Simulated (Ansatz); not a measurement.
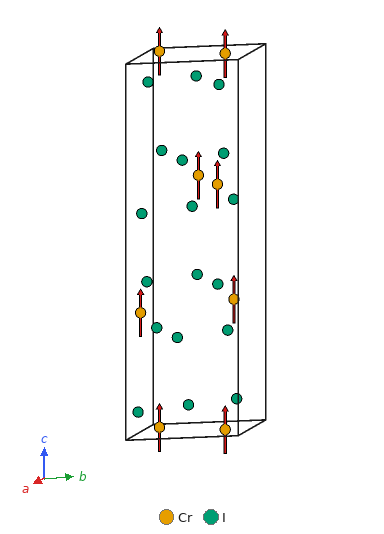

The image is a spheres-only drawing of a crystal, viewed slightly off an axis. Thin lines show the simulation cell, with boundary atoms drawn in all their periodic places. Arrows are the site magnetic moments above 0.25 μB (those induced on non-metal atoms are left out); longer means larger, and red and blue are up and down (without spin-orbit coupling the axis itself is arbitrary).

This is the state reached for CrI3. All computed values are from DFT PBE, scalar-relativistic, plane waves, PAW in Ansatz 0.2.0. Settings: 420 eV cutoff, a 6×6×2 grid in reciprocal space, Gaussian smearing of 0.02 eV, collinear spins.

Describe the spin arrangement.

Ferromagnetic (within this cell). Site moments: 6 Cr +3.0 μB. The net spin moment of the whole cell is 18.0 μB.

The model was built from a structure listed in the Materials Project. This is the structure after a relaxation with DFT PBE, scalar-relativistic, plane waves, PAW (Ansatz).
